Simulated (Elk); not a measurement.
# BP (F-43m): how ε∞ follows the gap

The empty bands of BP (F-43m) are shifted up rigidly by Δ, and ε∞ is computed for each shift.

Symmetry: F-43m, No. 216, cubic system. The conventional cell has a = 4.538 Å, b = 4.538 Å, c = 4.538 Å, α = 90.00°, β = 90.00°, γ = 90.00°. P on site c is surrounded by 4 B at 1.97 Å. Around B on site a lie 4 P at 1.97 Å.

Method: Elk 11.2.3 (patched build), PBE, independent particles, k-mesh 13×13×13, Lorentzian half width 0.15 eV.

Launch of the response step: `OMP_NUM_THREADS=4 elk`. The series took 28 s in all, its band step included, on 4 threads of Arm Neoverse V2, on a shared host.

| Δ (eV) | ε∞ |
| --- | --- |
| 0.00 | 9.265 |
| 0.25 | 8.938 |
| 0.50 | ? |
| 0.75 | 8.361 |
| 1.00 | 8.104 |
| 1.50 | 7.642 |
| 2.00 | 7.239 |
| 3.00 | 6.569 |

With one effective transition at E₀ and fixed dipole strength, ε∞ − 1 = A/(E₀ + Δ), so 1/(ε∞ − 1) is linear in Δ.

Working, on the rows shown:

| x = Δ (eV) | y = 1/(ε∞ − 1) |
| --- | --- |
| 0 | 0.120992 |
| 0.25 | 0.125976 |
| 0.75 | 0.135851 |
| 1 | 0.140766 |
| 1.5 | 0.150557 |
| 2 | 0.160282 |
| 3 | 0.179565 |

Means: x̄ = 1.2143, ȳ = 0.14486. Σ(x − x̄)(y − ȳ) = 0.128, Σ(x − x̄)² = 6.554. Slope = 0.128 / 6.554 = 0.01953; intercept = ȳ − slope · x̄ = 0.12114. Turned back into ε∞, the line misses the rows shown by at most 0.01.

Question: Fill in the last column of the withheld row.

Answer: At x = 0.5 the line gives y = 0.13091, that is 8.639. The run gave 8.638, so the interpolation is off by 0.00096, 0.0 % of the range in the table.

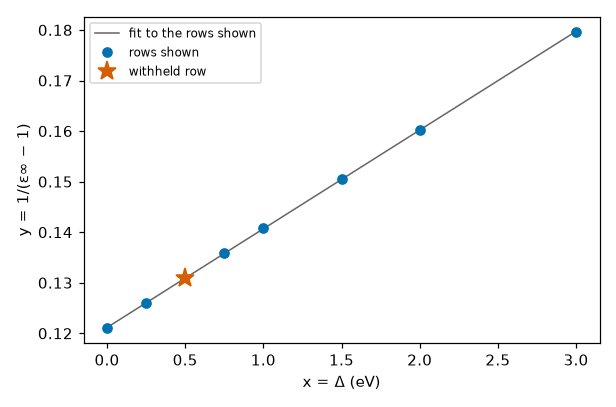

Refitted with all rows, the slope is 0.01953 and the intercept 0.12115. These give E₀ = intercept/slope = 6.2 eV, far above the least direct gap of 3.41 eV: most of the screening comes from transitions well over the edge. Over the first step ε∞ falls by 14 % per eV. Excitons are left out and so are local fields; PBE gaps are as a rule too small. The values come from a sum over the points of one k-mesh and carry its error, which grows as the direct gap shrinks.
